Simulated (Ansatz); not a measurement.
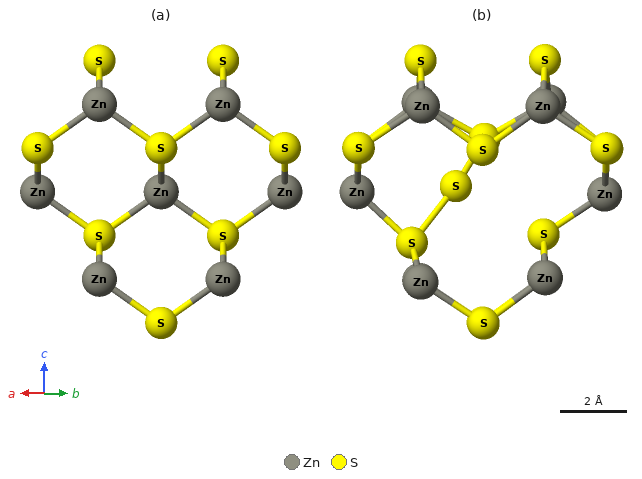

Left: perfect ZnS. Right: the same region with one point defect, after relaxing the atoms in a supercell of 64 sites. A ball-and-stick model of the atoms within 4.6 Å of one point, in a slice 4.2 Å thick across the line of sight, seen along [110].

All numbers below come from DFT, PBEsol, PAW, plane waves in Ansatz 0.2.0. (plane-wave cutoff 420 eV; k-point mesh 1 × 1 × 1; mesh shifted by (0.25, 0.25, 0.25); collinear spin) Fermi-Dirac smearing of 0.01 eV. A uniform background neutralises the charged cell. The axes drawn are those of the host's conventional cell.

Question: Which defect is it?

Answer: A zinc atom is replaced by sulfur.

The charge state of the cell is −1.

Question: How does the lattice respond?

Answer: In the host the Zn atom has 4 S at 2.32 Å; the S atom ends with 2 S at 2.26 to 2.33 Å. Of the host's atoms, a sulfur atom moves furthest from its site, by 0.40 Å. The S atom itself moves 1.06 Å from where it was put. The cell's net moment is 1.00 μB.

Limits of the set-up: the cell is charged, on a uniform background, and energies carry no finite-size correction.
